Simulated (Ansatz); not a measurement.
**CsCl: band-structure calculation**

The run: band-structure calculation of CsCl (2 atoms in the cell). Method and program: DFT, PBE, plane waves, PAW, no spin polarisation (Ansatz 0.2.0).

The structure was built on a prototype by a generator. The geometry comes from this level: r2SCAN (a point of a series of strains). It belongs to a series of runs on one base structure; here: hydrostatic strain -5.2%. Figures and captions count atoms from 1; the log counts them from 0 in places.

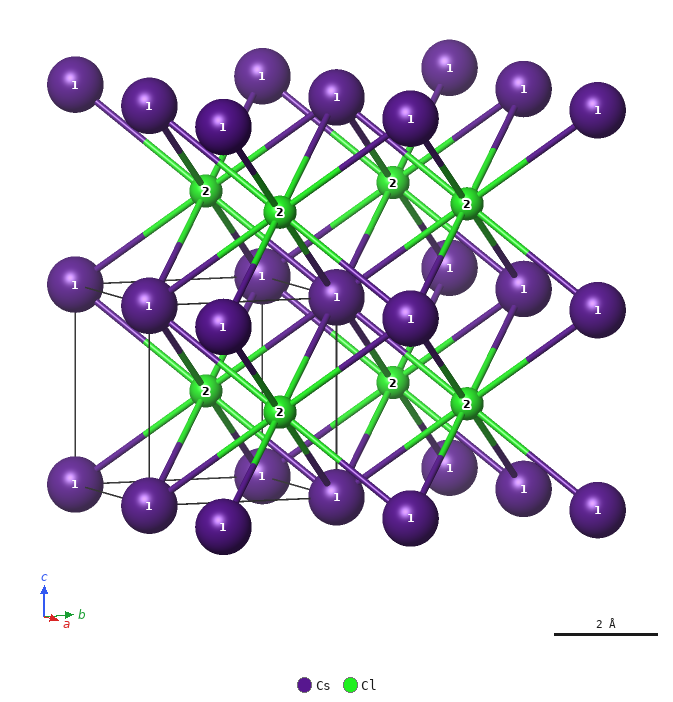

Fig. 1: The structure as given in the input (ball-and-stick view of the cell of the calculation, repeated 2 × 2 × 2, seen slightly off an axis; atoms are numbered from 1 in the order of the input). Near neighbours in the crystal (not all of them lie inside the picture): Cs has 8 Cl at 3.40 Å; Cl has 8 Cs at 3.40 Å.

## The input
```yaml
crystal:
  lattice:
    - [3.924118532, 0.0, 0.0]
    - [0.0, 3.924118532, 0.0]
    - [0.0, 0.0, 3.924118532]
  atoms:
    - { symbol: Cs, position: [0.0, 0.0, 0.0] }
    - { symbol: Cl, position: [0.5, 0.5, 0.5] }
kpoints:
  mp_grid: { grid: [6, 6, 6] }
  band_path:
    path: [[0.0, 0.0, 0.0], [0.0, 0.5, 0.0], [0.5, 0.5, 0.0], [0.5, 0.5, 0.5]]
    npoints: 1
hamiltonian:
  xc: pbe
scf:
  occupations: { method: fermi_dirac, width: 0.02 }
  n_extra_bands: 4
output:
  forces: true
  stress: true
  eigenvalues: true
```

Machine: 4 threads of an x86-64 CPU, shared host.

Run as:
```bash
ansatz run input.yaml --threads 4 --pin off --max-ram 3686MiB --backend cpu --events-out ev --progress --plain --runs-dir out
```

## The program's output
```
scf.n_extra_bands = 4 over 8 filled bands (N_el = 16.0): the run solves 12 bands
Engine: ansatz 0.2.0, x86_64-unknown-linux-gnu
Pseudopotentials: kind: paw
Pseudopotential: Cs, paw, valence charge 9, recommended cutoff 420 eV (normal), Cs.paw.azcp
Pseudopotential: Cl, paw, valence charge 7, recommended cutoff 420 eV (normal), Cl.paw.azcp
Functional definition: PBE
  parameter kappa = 0.804
  parameter beta = 0.06672455060314922
  exchange = pbe_x(kappa = kappa, mu = beta*pi^2/3)
  correlation = pbe_c(beta = beta)
Crystal: 2 atoms, lattice volume = 60.426 Å³
Basis set: ecut = 420 eV, 1189 PW (Γ), exchange–correlation on 54×54×54 points (8 copies of the dense FFT grid, shifted against one another)
Bands: 12, of which v1, the nominal top of the filled ones, is band 8 counted from 1 (7 counted from 0)
Symmetry: 48 space group operations
Space group: Pm-3m (ITA 221), of the structure as read, at distance tolerance 3.9e-5 Å
k-points: 20 of 216
Non-local potential: Cs, projectors of the file, l = 0: 3, l = 1: 2, l = 2: 2, l = 3: 2
Non-local potential: Cl, projectors of the file, l = 0: 2, l = 1: 2, l = 2: 2
PAW form: soft (Blöchl's): semilocal exchange-correlation on the pseudo side does not see the compensation charge
PAW one-centre angular grid: Cs, 194 points (default); XC on 64 Gauss nodes
PAW one-centre angular grid: Cl, 110 points (default); XC on 64 Gauss nodes
Initial density: superposition of atomic densities (neutral atoms: chi_scale 0, normalization atom), corrected by the library's trained network
Initial wavefunctions: pseudopotential atomic-orbital guess
Functional: x = pbe(κ = 0.804, μ = 0.2195149727645171), c = pbe(β = 0.06672455060314922)
SCF iter   1: F=—  HF=-6753.953856 eV  |F-HF|=—  |Δ(HF+E_count)|=         —  Δρ=3.10e-4  dr2=3.23e-5  ethr=1.77e-3  ⟨swp⟩=7.6  Hψ=1652  notcnv=0
preconditioner: auto → none  [insulator: Δε(μ)=5.189 eV  Ē_g=12.512 eV  σ=0.020 eV  W_gap=1.00  n_scr=6 (ndim 8)  ℏωp=17.9 eV  f_vac=0.000  D(μ)=0.00/eV (n_scr^D=0)  ε∞_Penn≈3.0]
SCF iter   2: F=—  HF=-6753.954167 eV  |F-HF|=—  |Δ(HF+E_count)|=   3.11e-4  Δρ=2.62e-4  dr2=5.20e-5  ethr=2.02e-7  ⟨swp⟩=3.1  Hψ=710  notcnv=0
SCF iter   3: F=—  HF=-6753.954175 eV  |F-HF|=—  |Δ(HF+E_count)|=   8.15e-6  Δρ=1.04e-4  dr2=4.31e-6  ethr=2.02e-7  ⟨swp⟩=2.0  Hψ=380  notcnv=0
SCF iter   4: F=—  HF=-6753.954184 eV  |F-HF|=—  |Δ(HF+E_count)|=   8.13e-6  Δρ=3.73e-5  dr2=4.54e-7  ethr=2.69e-8  ⟨swp⟩=2.0  Hψ=373  notcnv=0
SCF iter   5: F=—  HF=-6753.954185 eV  |F-HF|=—  |Δ(HF+E_count)|=   1.72e-6  Δρ=2.24e-5  dr2=3.96e-7  ethr=2.84e-9  ⟨swp⟩=2.0  Hψ=400  notcnv=0
SCF iter   6: F=-6753.954185 eV  HF=-6753.954185 eV  |F-HF|=1.45e-8  |Δ(HF+E_count)|=   1.46e-7  Δρ=5.05e-6  dr2=2.03e-8  ethr=6.25e-10  ⟨swp⟩=3.0  Hψ=989  notcnv=0
SCF 1 converged in 6 iterations: F = -6753.954185 eV  dr2 = 2.03e-8
  greatest PAW one-centre occupation: 0.926 electrons in one spin orbital (limit 2), on the Cs atom at site 0 (counted from 0), in its partial waves of l = 0
NSCF: frozen V_eff on 4 k-points
SCF converged after 6 iterations
Free energy (F): -6753.954185 eV
Harris-Foulkes:  -6753.954185 eV  (|F-HF|=1.45e-8)
Internal energy: -6753.954185 eV  (E = F + TS)
E sigma→0 (E₀):  -6753.954185 eV
Fermi energy:    7.032171 eV
--- Per-component energies (eV) ---
  E_band       = -31.616139
  E_kinetic    = 307.057926
  E_local      = -367.373560  (includes V_loc(G=0)·N_el)
  E_nonlocal   = 58.752412
  E_hartree    = 119.584797
  E_xc         = -283.745225
  E_vxc        = -251.576500  (∫ρ·V_xc dr)
  E_paw        = -5726.089627  (= ΣΔE_a)
  E_vpaw       = -17.643432  (= ΣTr[D̂ρ^β])
  E_aug_tail   = 0.000088  (compensation charges beyond the density's cutoff)
  E_ewald      = -862.140996
  E_smearing   = -0.000000  (= −TS)
  E_closure    = 0.000000  (closes the sum)
  Σ components = -6753.954185   (vs F -6753.954185, Δ=0.00e0)
--- Forces (eV/Å), atoms counted from 1 ---
  atom   1  Cs    -0.00000000     0.00000000     0.00000000
  atom   2  Cl     0.00000000     0.00000000     0.00000000
  max |Σ_I F_I| component: 1.16e-29 eV/Å
--- Stress (GPa, compression-positive) ---
        5.085136       0.000000       0.000000
        0.000000       5.085136       0.000000
        0.000000       0.000000       5.085136
  P = ⅓ Tr σ = 5.0851 GPa (50.851 kbar)
--- Band table (eV; the first three rows and the last of 20) ---
  k-point 0: bands = ["-14.8073", "-7.9854", "-1.1768", "-1.1768", "-1.1768", "4.4303", "4.4303", "4.4303", "9.6252", "9.6252", "10.4598", "14.9482"]
  k-point 1: bands = ["-14.7698", "-8.0156", "-1.3698", "-1.1177", "-1.1177", "3.9812", "4.3325", "4.3325", "9.8367", "10.3995", "11.2180", "14.6971"]
  k-point 2: bands = ["-14.6925", "-8.0846", "-1.6931", "-0.9926", "-0.9926", "3.2422", "4.1261", "4.1261", "10.4073", "11.9831", "12.9989", "14.1826"]
  k-point 19: bands = ["-14.4164", "-7.7737", "-1.9082", "-1.9082", "-1.9082", "2.8985", "2.8985", "2.8985", "13.6156", "13.6156", "13.6156", "15.7329"]
```

## File bands.tsv
```
# k_distance	band_0	band_1	band_2	band_3	band_4	band_5	band_6	band_7	band_8	band_9	band_10	band_11
# fermi_ev = 7.032171
# lock_threshold_ev = 1e-6
# [0, 0, 0] at k_distance = 0.000000
# [0, 0.5, 0] at k_distance = 0.800586
# [0.5, 0.5, 0] at k_distance = 1.601171
# [0.5, 0.5, 0.5] at k_distance = 2.401757
# levels_relative_to = fermi_ev
# free_energy_ev = -6753.954185
# largest_residual_norms_ev = 7.440e-4 5.793e-4 2.146e-4 2.394e-4 2.796e-4 1.002e-3 1.090e-3 1.196e-3 5.988e-4 6.862e-4 8.161e-4 2.273e-3
0.000000	-21.839475	-15.017553	-8.208952	-8.208952	-8.208952	-2.601822	-2.601822	-2.601822	2.593043	2.593043	3.427637	7.916006
0.800586	-21.684865	-15.155721	-8.860320	-7.958409	-7.958409	-4.111006	-3.014975	-3.014975	3.838379	5.762967	6.240174	7.303154
1.601171	-21.562137	-14.932605	-9.353121	-9.353121	-7.819705	-3.047001	-3.047001	-2.782928	3.464132	3.524281	5.498856	5.498856
2.401757	-21.448552	-14.805870	-8.940415	-8.940415	-8.940415	-4.133680	-4.133680	-4.133680	6.583409	6.583409	6.583409	8.700744
```

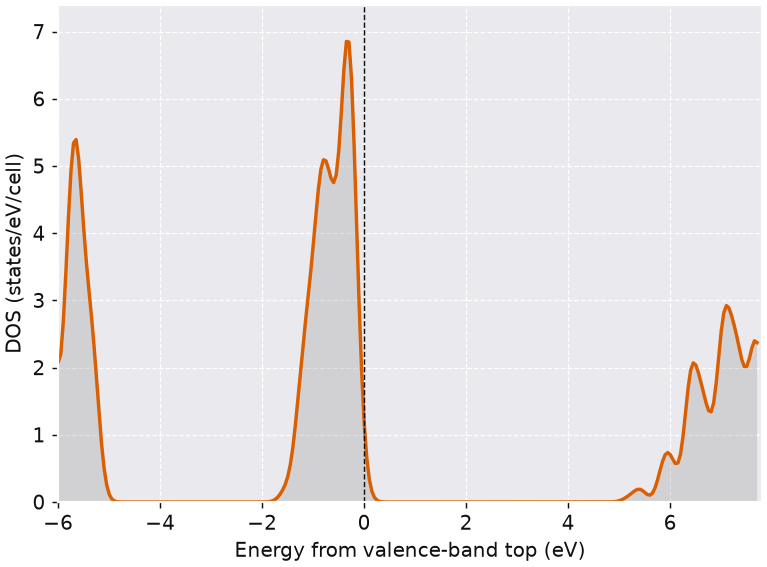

Fig. 2: Density of states (the curve is built from the levels of the k mesh with Gaussians 0.3 eV wide, which also blur the band edges), with energies from the valence-band top. There is a gap of 5.19 eV on the k-point mesh. Small ripples come from the finite k-point mesh.

## Results in brief

```csv
quantity,value
outcome,converged
space group (tolerance 0.01 Å),Pm-3m (221)
electrons treated,16
free energy,−6753.9542 eV
Fermi energy,7.032 eV
gap on the k-point mesh,5.19 eV
pressure,5.09 GPa
largest force (length of the vector),under 0.001 eV/Å
wall time,5.6 s (CPU time 4 s)
peak memory,0.33 GiB
```

## Remarks

The cell is under a pressure of 5.1 GPa at this level, so it is not at its equilibrium volume.
